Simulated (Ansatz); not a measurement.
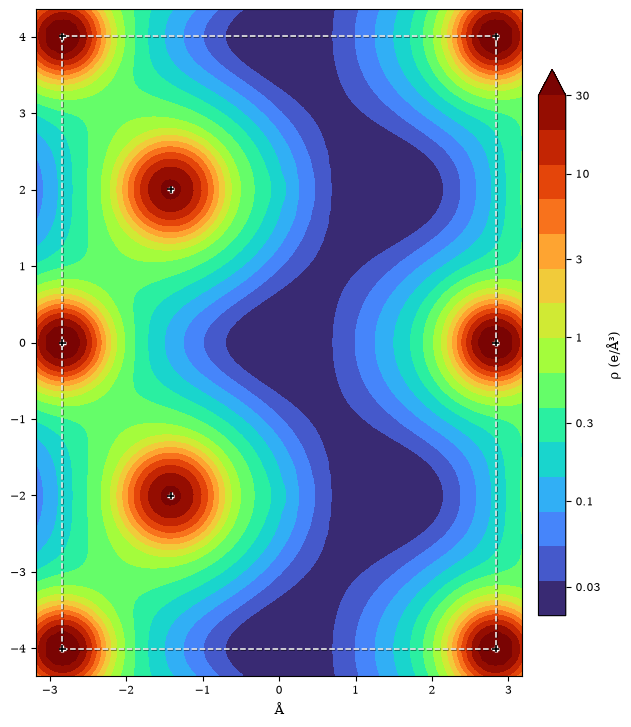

The valence pseudo-density on a plane through atoms (crosses mark nuclei in the plane).

These are results of DFT r2SCAN, scalar-relativistic, plane waves, PAW (Ansatz 0.2.0), not measurements.

Candidates:
A. GaAs, a = 5.67 Å, b = 5.67 Å, c = 5.67 Å, α = 90.00°, β = 90.00°, γ = 90.00°. Space group F-43m; a generated structure, not necessarily the stable one.
B. SiC, a = 3.08 Å, b = 3.08 Å, c = 10.08 Å, α = 90.00°, β = 90.00°, γ = 120.00°. Space group P6₃mc; a structure from a database of computed crystals, not necessarily the ambient phase.

### Which candidate gave the map?

Candidate A: GaAs on the (101) plane of the conventional cell, which holds Ga and As. Ga–As (2.45 Å): ρ is about 0.5 e/Å³ halfway.
